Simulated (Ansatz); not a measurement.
Consider this structure.

```yaml
crystal:
  lattice:
    - [5.47382, 0.00000, 0.00000]
    - [0.00000, 5.47559, 0.00000]
    - [0.00000, 0.00000, 10.22196]
  atoms:
    - { symbol: Sn, position: [0.50000, 0.76345, 0.86386] }
    - { symbol: Sn, position: [0.50000, 0.23655, 0.13614] }
    - { symbol: Sn, position: [0.50000, 0.73655, 0.36386] }
    - { symbol: Sn, position: [0.50000, 0.26345, 0.63614] }
    - { symbol: O, position: [0.25000, 0.98806, 0.25000] }
    - { symbol: O, position: [0.75000, 0.01194, 0.75000] }
    - { symbol: O, position: [0.25000, 0.01194, 0.75000] }
    - { symbol: O, position: [0.75000, 0.98806, 0.25000] }
    - { symbol: Sn, position: [0.00000, 0.26345, 0.86386] }
    - { symbol: Sn, position: [0.00000, 0.73655, 0.13614] }
    - { symbol: Sn, position: [0.00000, 0.23655, 0.36386] }
    - { symbol: Sn, position: [0.00000, 0.76345, 0.63614] }
    - { symbol: O, position: [0.75000, 0.48806, 0.25000] }
    - { symbol: O, position: [0.25000, 0.51194, 0.75000] }
    - { symbol: O, position: [0.75000, 0.51194, 0.75000] }
    - { symbol: O, position: [0.25000, 0.48806, 0.25000] }
```

Work out the structure from the coordinates.

Its composition is SnO. It belongs to space group Cmce (No. 64) and has a base-centred orthorhombic lattice. In the cell are 8 Sn, 8 O, which makes 8 formula units. Each Sn atom is coordinated by four O at 2.25 to 2.26 Å. The coordination shell of O holds four Sn in a distorted tetrahedral arrangement at 2.25 to 2.26 Å. The bonds build SnO layers parallel to (001).

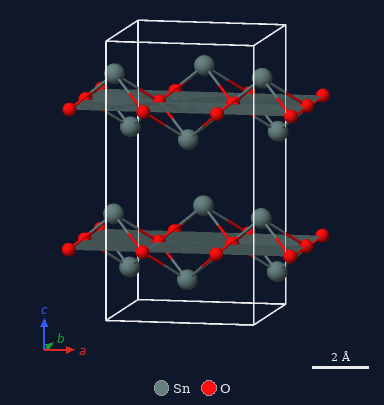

The figure gives a polyhedral picture of the atoms, viewed slightly off an axis. Atoms at the boundary of the conventional unit cell (the box) are drawn once for each face, edge or corner they touch. Some atoms of the next cells are drawn as well.

Provenance: a structure listed in the Materials Project. Earlier steps of the study may have refined or changed the cell and positions. A calculation with Ansatz used it as input.
